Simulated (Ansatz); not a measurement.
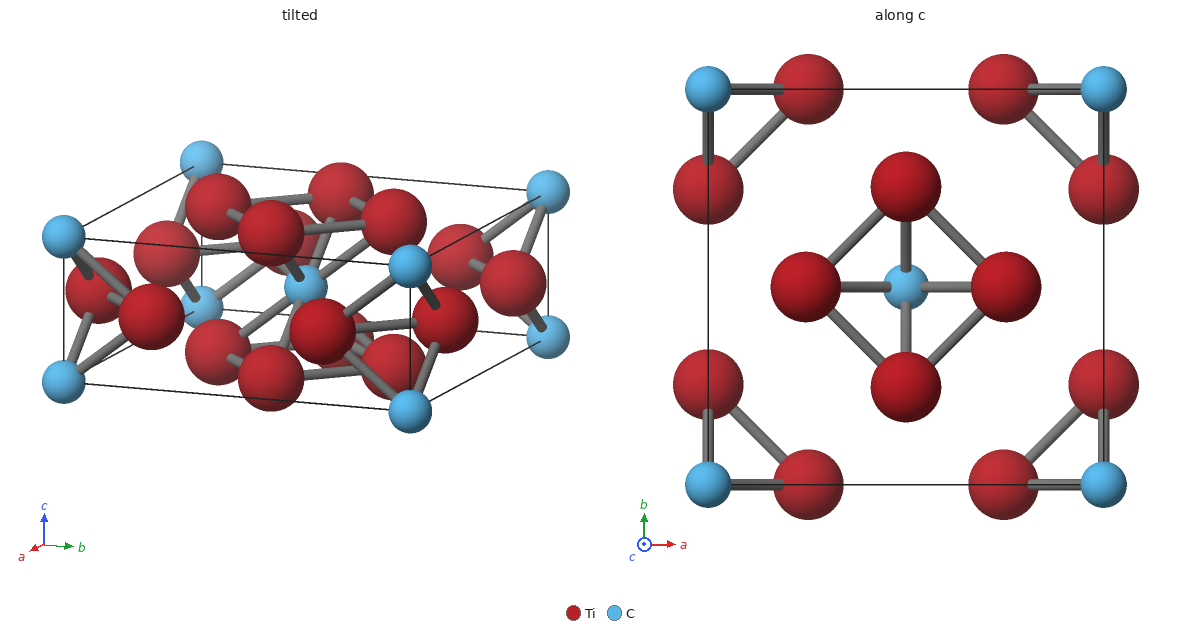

This ball-and-stick model is shown slightly off an axis and along the c axis. Thin lines show the conventional unit cell, with boundary atoms drawn in all their periodic places. Cell: a = 7.13 Å, b = 7.13 Å, c = 2.84 Å, α = 90.00°, β = 90.00°, γ = 90.00°.

The initial geometry was a structure type filled with these elements by a generator (whether the compound takes this form wasn't checked). Earlier steps of the study may have refined or changed the cell and positions. Ansatz was used for an electronic-structure calculation on it.

### What is this?

The solid is Ti₄C. The atoms follow space group I4/mmm (No. 139); the Bravais lattice is body-centred tetragonal. The cell has 10 atoms, namely 8 Ti, 2 C. Within bonding distance, the neighbour counts come to Ti 4 and C 8. Not all metal-metal contacts are counted.

Calculation details: Ansatz, DFT PBE, scalar-relativistic, plane waves, PAW; a 420 eV plane-wave basis, k-points about 0.17 Å⁻¹ apart, Gaussian smearing of 0.1 eV, no spin polarisation.

### Metal or not?

A metal: bands cross the Fermi level.

### List the Bader charges.

Ti +0.47 e; C -1.89 e.

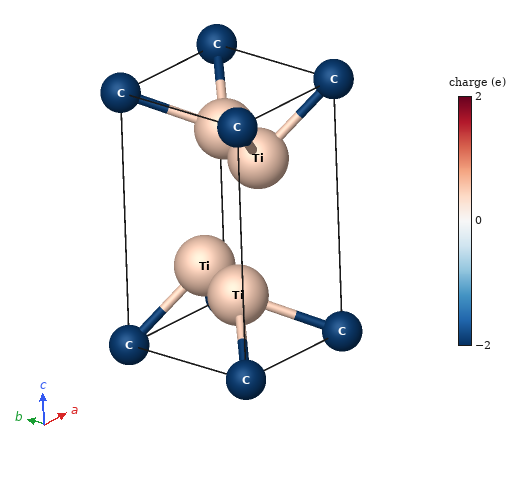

The atoms coloured by those charges. The run's cell of 5 atoms is drawn in a reduced setting, so axes and origin can differ from the first picture.

### Are forces and stress small enough to call this relaxed?

Yes. All forces vanish to within 0.01 eV/Å. The pressure is 0.0 GPa, close to zero.
